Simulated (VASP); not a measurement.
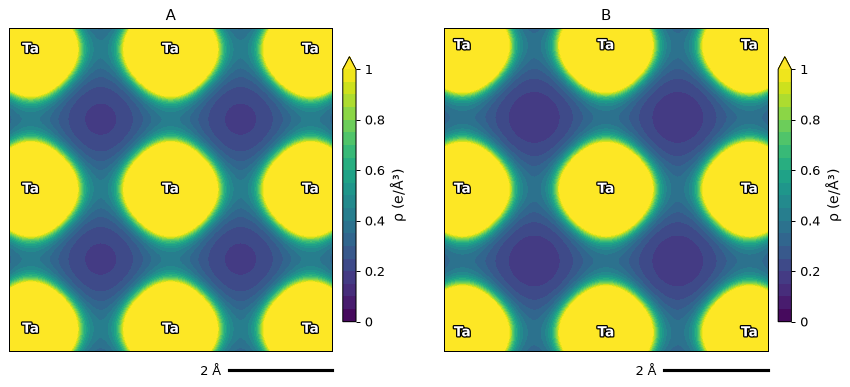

Ta. The valence electron density of two cells that differ in size, on the (100) plane of each (indices in the axes of the calculation cell), at one length scale and on one colour scale; one has 19.9 and the other 21.4 Å³ an atom.

The calculation used Kohn-Sham DFT of a periodic cell, PBEsol, VASP PAW PBE potentials, recommended (VASP).

The larger cell:

```yaml
crystal:
  lattice:
    - [2.77800, 0.00000, 0.00000]
    - [0.00000, 2.77800, 0.00000]
    - [0.00000, 0.00000, 2.77800]
  atoms:
    - { symbol: Ta, position: [0.00000, 0.00000, 0.00000] }
```

The smaller cell: a = 2.708 Å, b = 2.708 Å, c = 2.708 Å, α = 90.00°, β = 90.00°, γ = 90.00°.

Which panel shows the smaller cell, and what does the compression change?

Answer. Panel A is the smaller cell, by 7 % in volume. From the larger cell to the smaller, Ta–Ta goes from 2.78 to 2.71 Å, and the density at its midpoint from 0.38 to 0.42 e/Å³; the pressure goes from −10 to 0.6 GPa.
